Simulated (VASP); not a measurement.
## Band-structure calculation of C

System: C (P6₃/mmc, 4 atoms in the cell).
Method: DFT, r2SCAN, plane waves, PAW (VASP 6.6.1).

The structure was built on a prototype by a generator. The geometry comes from this level: r2SCAN (a point of a series of strains).

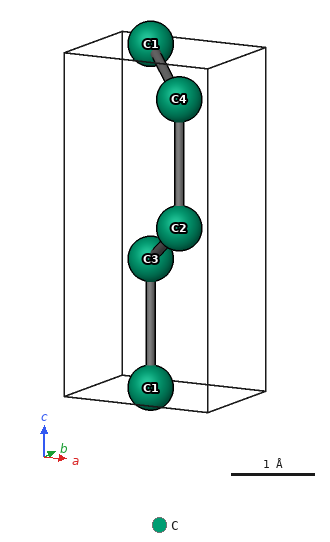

The structure (ball-and-stick view of the cell of the calculation, seen slightly off an axis; atoms are numbered from 1 in the order of the input). Near neighbours in the crystal (not all of them lie inside the picture): C has 4 C at 1.54 to 1.56 Å.

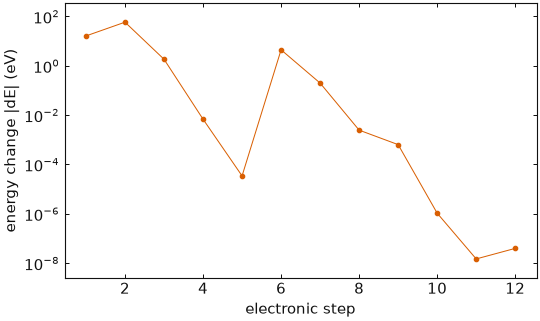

Convergence of the self-consistent field: energy change |dE| against the electronic step. It takes 12 electronic steps. The density is held fixed in the first few steps, and dE rises again when its update begins.

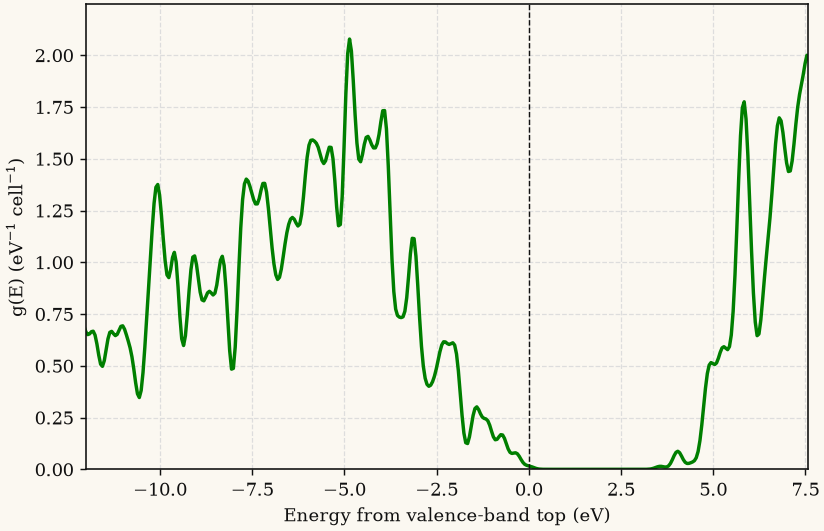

Density of states (the curve is built from the levels of the k mesh with Gaussians 0.3 eV wide, which also blur the band edges), with energies from the valence-band top. There is a gap of 3.56 eV on the k-point mesh. Small ripples come from the finite k-point mesh.

These pictures come from the run below.

INCAR
```
ENCUT = 520.000000
SIGMA = 0.010000
EDIFF = 1.00e-07
ALGO = Normal
METAGGA = R2SCAN
PREC = Accurate
IBRION = -1
ISIF = 2
ISMEAR = 0
NBANDS = 16
NELM = 120
NSW = 0
LASPH = .TRUE.
LCHARG = .TRUE.
LELF = .TRUE.
LWAVE = .FALSE.
LREAL = .FALSE.
```

KPOINTS
```
KPOINTS created by Atomic Simulation Environment
0
Gamma
12 12 6
0 0 0
```

KPOINTS_OPT
```
special points
6
Reciprocal
0.0000000000 0.0000000000 0.0000000000 1
0.5000000000 0.0000000000 0.0000000000 1
0.3333333333 0.3333333333 0.0000000000 1
0.0000000000 0.0000000000 0.5000000000 1
0.5000000000 0.0000000000 0.5000000000 1
0.3333333333 0.3333333333 0.5000000000 1
```

POSCAR
```
C
 1.0000000000000000
     2.5031953717780824    0.0000000000287717    0.0000000000000000
    -1.2515976859139586    2.1678307825810661    0.0000000000000000
    -0.0000000000000000    0.0000000000000000    4.1688692921454775
 C
   4
Cartesian
 -0.0000000000166113  1.4452205217303011  0.0009643286881245
  1.2515976858807356  0.7226102608795363  2.0853989747608632
 -0.0000000000166113  1.4452205217303011  1.5623616558664297
  1.2515976858807356  0.7226102608795363  3.6467963019391694
```

Command:
```bash
mpirun -np 1 vasp_std
```

OSZICAR
```
N       E                     dE             d eps       ncg     rms          rms(c)
DAV:   1     0.160711262884E+02    0.16071E+02   -0.85184E+03  2432   0.100E+03
DAV:   2    -0.419735287650E+02   -0.58045E+02   -0.53392E+02  3472   0.191E+02
DAV:   3    -0.437985393307E+02   -0.18250E+01   -0.18191E+01  3064   0.286E+01
DAV:   4    -0.438053374316E+02   -0.67981E-02   -0.67972E-02  2984   0.214E+00
DAV:   5    -0.438053716350E+02   -0.34203E-04   -0.34202E-04  3048   0.135E-01    0.726E+00
DAV:   6    -0.393992799981E+02    0.44061E+01   -0.49598E-01  2784   0.510E+00    0.539E+00
DAV:   7    -0.392015942599E+02    0.19769E+00   -0.50761E-01  3136   0.475E+00    0.123E+00
DAV:   8    -0.392040403433E+02   -0.24461E-02   -0.62463E-03  2728   0.605E-01    0.592E-01
DAV:   9    -0.392046725400E+02   -0.63220E-03   -0.30989E-04  3088   0.186E-01    0.187E-02
DAV:  10    -0.392046735936E+02   -0.10535E-05   -0.12367E-05  2824   0.249E-02    0.111E-02
DAV:  11    -0.392046736083E+02   -0.14742E-07   -0.17265E-06  2920   0.106E-02    0.487E-04
DAV:  12    -0.392046735688E+02    0.39457E-07   -0.24853E-08  1968   0.130E-03
   1 F= -.39204674E+02 E0= -.39204674E+02  d E =-.241812-158
       N       E                     dE             ncg
DAV:   1     0.156012827480E+04   -0.31321E+04      192
DAV:   2     0.121391813277E+04   -0.34621E+03      280
DAV:   3     0.120440306082E+04   -0.95151E+01      232
DAV:   4     0.120437283246E+04   -0.30228E-01      256
DAV:   5     0.120437266544E+04   -0.16702E-03      232
DAV:   6     0.120437266340E+04   -0.20450E-05      248
DAV:   7     0.120437266336E+04   -0.41221E-07      192
```

Parts of OUTCAR
```
k-points           NKPTS =     76   k-points in BZ     NKDIM =     76   number of bands    NBANDS=     16

   NELECT =      16.0000    total number of electrons

   dimension x,y,z NGX =    20 NGY =   20 NGZ =   32
   dimension x,y,z NGXF=    40 NGYF=   40 NGZF=   64

  energy-cutoff  :      520.00
  volume of cell :       22.62
      direct lattice vectors                 reciprocal lattice vectors
     2.503195372  0.000000000  0.000000000     0.399489393  0.230645309  0.000000000
    -1.251597686  2.167830783  0.000000000    -0.000000000  0.461290617  0.000000000
     0.000000000  0.000000000  4.168869292     0.000000000  0.000000000  0.239873196

 k-points in reciprocal lattice and weights: KPOINTS created by Atomic Simulation Env
   0.00000000  0.00000000  0.00000000       0.001
   0.08333333  0.00000000  0.00000000       0.007
   0.16666667  0.00000000  0.00000000       0.007
   0.25000000  0.00000000  0.00000000       0.007
   0.33333333  0.00000000  0.00000000       0.007
   0.41666667  0.00000000  0.00000000       0.007
   0.50000000  0.00000000  0.00000000       0.003
   0.08333333  0.08333333  0.00000000       0.007
   0.16666667  0.08333333  0.00000000       0.014
   0.25000000  0.08333333  0.00000000       0.014
   0.33333333  0.08333333  0.00000000       0.014
   0.41666667  0.08333333  0.00000000       0.014
   0.16666667  0.16666667  0.00000000       0.007
   0.25000000  0.16666667  0.00000000       0.014
   0.33333333  0.16666667  0.00000000       0.014
   0.41666667  0.16666667  0.00000000       0.007
   0.25000000  0.25000000  0.00000000       0.007
   0.33333333  0.25000000  0.00000000       0.014
   0.33333333  0.33333333  0.00000000       0.002
   0.00000000  0.00000000  0.16666667       0.002
   0.08333333  0.00000000  0.16666667       0.014
   0.16666667  0.00000000  0.16666667       0.014
   0.25000000  0.00000000  0.16666667       0.014
   0.33333333  0.00000000  0.16666667       0.014
   0.41666667  0.00000000  0.16666667       0.014
   0.50000000  0.00000000  0.16666667       0.007
   0.08333333  0.08333333  0.16666667       0.014
   0.16666667  0.08333333  0.16666667       0.028
   0.25000000  0.08333333  0.16666667       0.028
   0.33333333  0.08333333  0.16666667       0.028
   0.41666667  0.08333333  0.16666667       0.028
   0.16666667  0.16666667  0.16666667       0.014
   0.25000000  0.16666667  0.16666667       0.028
   0.33333333  0.16666667  0.16666667       0.028
   0.41666667  0.16666667  0.16666667       0.014
   0.25000000  0.25000000  0.16666667       0.014
   0.33333333  0.25000000  0.16666667       0.028
   0.33333333  0.33333333  0.16666667       0.005
   0.00000000  0.00000000  0.33333333       0.002
   0.08333333  0.00000000  0.33333333       0.014
   0.16666667  0.00000000  0.33333333       0.014
   0.25000000  0.00000000  0.33333333       0.014
   0.33333333  0.00000000  0.33333333       0.014
   0.41666667  0.00000000  0.33333333       0.014
   0.50000000  0.00000000  0.33333333       0.007
   0.08333333  0.08333333  0.33333333       0.014
   0.16666667  0.08333333  0.33333333       0.028
   0.25000000  0.08333333  0.33333333       0.028
   0.33333333  0.08333333  0.33333333       0.028
   0.41666667  0.08333333  0.33333333       0.028
   0.16666667  0.16666667  0.33333333       0.014
   0.25000000  0.16666667  0.33333333       0.028
   0.33333333  0.16666667  0.33333333       0.028
   0.41666667  0.16666667  0.33333333       0.014
   0.25000000  0.25000000  0.33333333       0.014
   0.33333333  0.25000000  0.33333333       0.028
   0.33333333  0.33333333  0.33333333       0.005
   0.00000000  0.00000000  0.50000000       0.001
   0.08333333  0.00000000  0.50000000       0.007
   0.16666667  0.00000000  0.50000000       0.007
   0.25000000  0.00000000  0.50000000       0.007
   0.33333333  0.00000000  0.50000000       0.007
   0.41666667  0.00000000  0.50000000       0.007
   0.50000000  0.00000000  0.50000000       0.003
   0.08333333  0.08333333  0.50000000       0.007
   0.16666667  0.08333333  0.50000000       0.014
   0.25000000  0.08333333  0.50000000       0.014
   0.33333333  0.08333333  0.50000000       0.014
   0.41666667  0.08333333  0.50000000       0.014
   0.16666667  0.16666667  0.50000000       0.007
   0.25000000  0.16666667  0.50000000       0.014
   0.33333333  0.16666667  0.50000000       0.014
   0.41666667  0.16666667  0.50000000       0.007
   0.25000000  0.25000000  0.50000000       0.007
   0.33333333  0.25000000  0.50000000       0.014
   0.33333333  0.33333333  0.50000000       0.002

 E-fermi :  10.2451

 k-point     1 :       0.0000    0.0000    0.0000
  band No.  band energies     occupation
      1     -13.0027      2.00000
      2      -7.2574      2.00000
      3      -4.3368      2.00000
      4       6.7790      2.00000
      5       6.7790      2.00000
      6       9.5582      2.00000
      7      10.0570      2.00000
      8      10.0570      2.00000
      9      15.2518      0.00000
     10      15.2518      0.00000
     11      15.6358      0.00000
     12      18.5252      0.00000
     13      20.0832      0.00000
     14      20.0832      0.00000
     15      24.7161      0.00000
     16      28.9583      0.00000

 k-point     2 :       0.0833    0.0000    0.0000
  band No.  band energies     occupation
      1     -12.8218      2.00000
      2      -7.0925      2.00000
      3      -4.1717      2.00000
      4       5.8624      2.00000
      5       6.4032      2.00000
      6       9.2675      2.00000
      7       9.2848      2.00000
      8       9.7188      2.00000
      9      15.3705      0.00000
     10      15.7408      0.00000
     11      15.9546      0.00000
     12      19.1176      0.00000
     13      20.2405      0.00000
     14      20.6744      0.00000
     15      24.9589      0.00000
     16      28.2127      0.00000

 k-point     3 :       0.1667    0.0000    0.0000
  band No.  band energies     occupation
      1     -12.2816      2.00000
      2      -6.5993      2.00000
      3      -3.6895      2.00000
      4       3.7320      2.00000
      5       5.5476      2.00000
      6       7.4249      2.00000
      7       8.5299      2.00000
      8       8.9313      2.00000
      9      15.3911      0.00000
     10      16.6038      0.00000
     11      16.8334      0.00000
     12      20.4425      0.00000
     13      20.5214      0.00000
     14      22.1778      0.00000
     15      25.7056      0.00000
     16      26.0423      0.00000

 k-point     4 :       0.2500    0.0000    0.0000
  band No.  band energies     occupation
      1     -11.3900      2.00000
      2      -5.7837      2.00000
      3      -2.9597      2.00000
      4       1.2438      2.00000
      5       4.6220      2.00000
      6       5.1896      2.00000
      7       7.3817      2.00000
      8       8.0611      2.00000
      9      15.2383      0.00000
     10      17.3338      0.00000
     11      17.8737      0.00000
     12      20.7146      0.00000
     13      20.7672      0.00000
     14      24.0842      0.00000
     15      25.6365      0.00000
     16      26.4230      0.00000

 k-point     5 :       0.3333    0.0000    0.0000
  band No.  band energies     occupation
      1     -10.1670      2.00000
      2      -4.6602      2.00000
      3      -2.5365      2.00000
      4      -0.6939      2.00000
      5       2.9051      2.00000
      6       3.8618      2.00000
      7       5.9703      2.00000
      8       7.3373      2.00000
      9      15.0296      0.00000
     10      18.0690      0.00000
     11      18.4880      0.00000
     12      19.7529      0.00000
     13      20.8844      0.00000
     14      25.4161      0.00000
     15      25.9139      0.00000
     16      27.3820      0.00000

 [... the levels of 70 k-points are left out ...]

 k-point    76 :       0.3333    0.3333    0.5000
  band No.  band energies     occupation
      1      -4.5056      2.00000
      2      -4.5056      2.00000
      3      -3.2088      2.00000
      4      -3.2088      2.00000
      5       0.0679      2.00000
      6       0.0679      2.00000
      7       5.4854      2.00000
      8       5.4854      2.00000
      9      17.8139      0.00000
     10      17.8139      0.00000
     11      19.6498      0.00000
     12      19.6498      0.00000
     13      23.3834      0.00000
     14      23.3834      0.00000
     15      26.3106      0.00000
     16      26.3106      0.00000

  Total        0.1611029      0.1611029      0.1509147      0.0000000      0.0000000     -0.0000000
  in kB       11.4097377     11.4097377     10.6881758      0.0000000      0.0000000     -0.0000000
  external PRESSURE =      11.1692171 kB  Pullay stress =       0.0000000 kB

 POSITION                                       TOTAL-FORCE (eV/Angst)
 -----------------------------------------------------------------------------------
     -0.00000      1.44522      0.00096        -0.000000      0.000000      0.009869
      1.25160      0.72261      2.08540         0.000000      0.000000      0.009869
     -0.00000      1.44522      1.56236        -0.000000      0.000000     -0.009869
      1.25160      0.72261      3.64680         0.000000     -0.000000     -0.009869
 -----------------------------------------------------------------------------------
    total drift:                                0.000000     -0.000000      0.000000

  FREE ENERGIE OF THE ION-ELECTRON SYSTEM (eV)
  ---------------------------------------------------
  free  energy   TOTEN  =       -39.2046735688 eV

  energy  without entropy=      -39.2046735688  energy(sigma->0) =      -39.20467357
```

Summary

- outcome: converged
- space group (tolerance 0.01 Å): P6₃/mmc (194)
- electrons treated: 16
- free energy: −39.2047 eV
- Fermi energy: 10.245 eV
- band gap: 3.56 eV
- pressure: 1.12 GPa
- largest force (length of the vector): 0.010 eV/Å
- hardware: 1 CPU thread, shared host
- wall time: 78 s
- peak memory: 0.16 GiB
